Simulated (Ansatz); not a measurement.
## CoSi2: an electron-density study

Space group Fm-3m; spin-polarised.

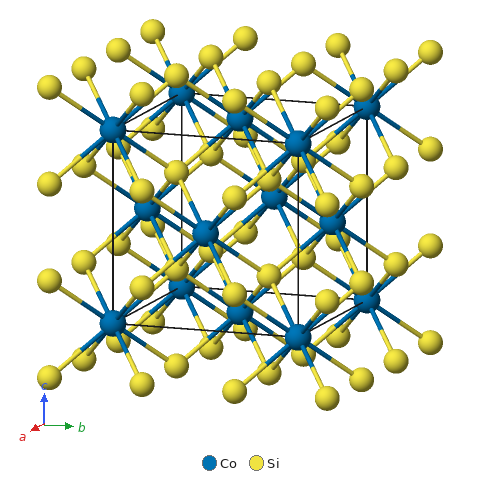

The conventional cell.

```
Co Si
1.0
     5.35600    0.00000    0.00000
     0.00000    5.35600    0.00000
     0.00000    0.00000    5.35600
Co Si
4 8
Direct
  0.00000 0.00000 0.00000
  0.50000 0.50000 0.00000
  0.50000 0.00000 0.50000
  0.00000 0.50000 0.50000
  0.25000 0.25000 0.25000
  0.75000 0.75000 0.25000
  0.75000 0.25000 0.75000
  0.25000 0.75000 0.75000
  0.75000 0.25000 0.25000
  0.25000 0.75000 0.25000
  0.25000 0.25000 0.75000
  0.75000 0.75000 0.75000
```

These are results of Ansatz, DFT PBE, scalar-relativistic, plane waves, PAW, not measurements.

Core electrons are frozen (PAW), so the maps are meaningful between the atoms, not at the nuclei.

## 1. Bonding charge

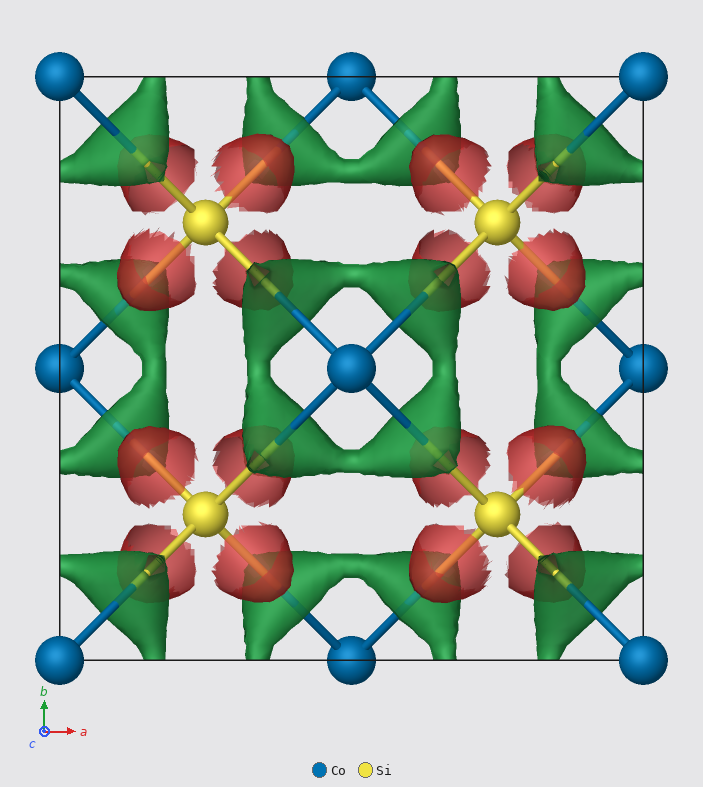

Deformation density (self-consistent density less superposed neutral spherical atoms): green surfaces at +0.06 and red ones at −0.06 e/Å³, in the conventional cell seen along the c axis (the regions close to the nuclei are left out). Cores are masked to 0.8 Å (Co) and 0.8 Å (Si).

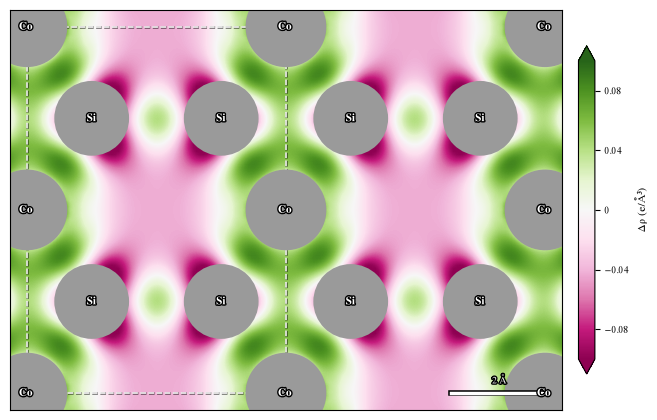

Second picture: a map on the (110) plane of the conventional cell, with grey discs over the atomic cores.

Read the map: where is density gained and where lost?

Co–Si (2.32 Å): Δρ is +0.08 e/Å³ at the midpoint, where it peaks: a build-up of bond charge. Si–Si (2.68 Å): Δρ is +0.04 e/Å³ at the midpoint. Over the whole cell, outside the masked cores, the largest gain, 0.08 e/Å³, lies 1.1 Å from a cobalt nucleus and 1.2 Å from a silicon one, and the largest loss lies at the edge of the masked core of Si. The rearranged charge, half the integral of |Δρ|, is about 0.24 e an atom. Bader charges: Co −0.98 and Si +0.49 e. Among metals such charges hang on how the charge between the atoms is shared out.

## 2. One group of states

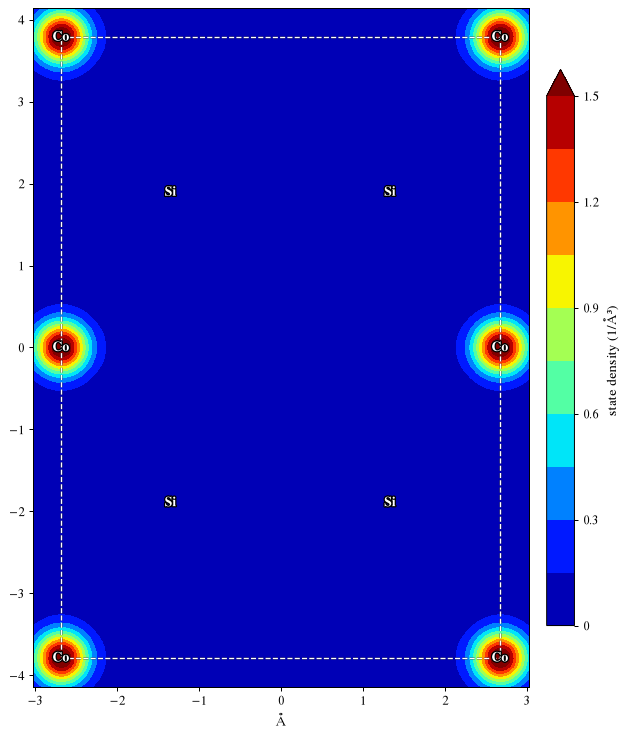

Density of the Kohn–Sham states from −0.25 to +0.25 eV about the Fermi level (the states at the Fermi level), scaled to one electron a cell: a map on the (101) plane of the conventional cell.

Which atoms and orbitals make up these states?

Löwdin projections on the PAW files' atomic orbitals give Co 3d (45 %) and Si 3p (45 %).
- In space (atomic cells sized by Bader volumes) the density divides as Co about 60 % and Si about 40 %.
- Little of the density lies between the atoms' surroundings.

## 3. Change of volume

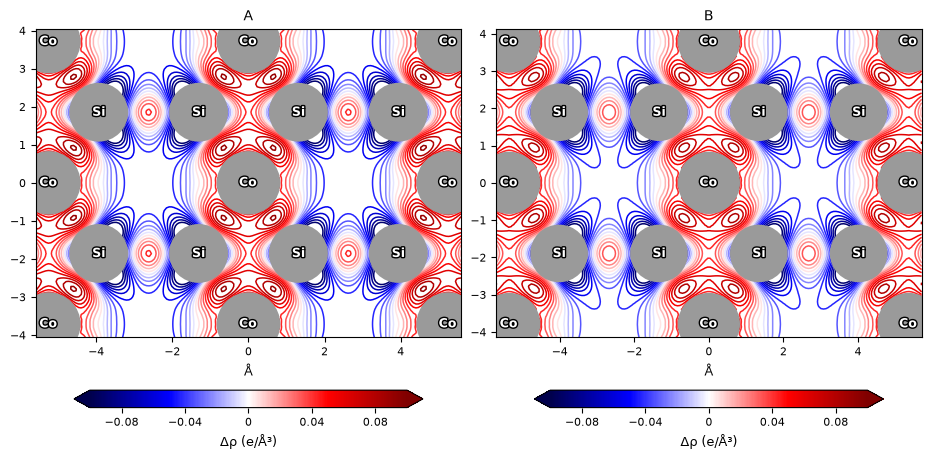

CoSi2: deformation density on the (011) plane of the conventional cell at two volumes, with the same fractional coordinates and one colour scale. Grey discs cover the cores. Panel A has 94 % of the volume of panel B.

How do bonds, bonding charge and pressure respond to this change of volume?

From B to A, Co–Si goes from 2.32 to 2.27 Å, and Δρ at its midpoint from +0.08 to +0.09 e/Å³.
- The pressure is 0 GPa in B and 13 GPa in A.
- The rearranged charge is 0.24 e an atom in B and 0.24 e in A.

## 4. Putting it together

The two pressures give a mean stiffness −ΔP/Δln V of about 208 GPa over this range, with the atoms held at their fractional positions.

Run times: 24 s (base cell), 9.8 s (state densities) and 24 s (scaled cell), on 2 threads of Arm Neoverse V1 (shared host).
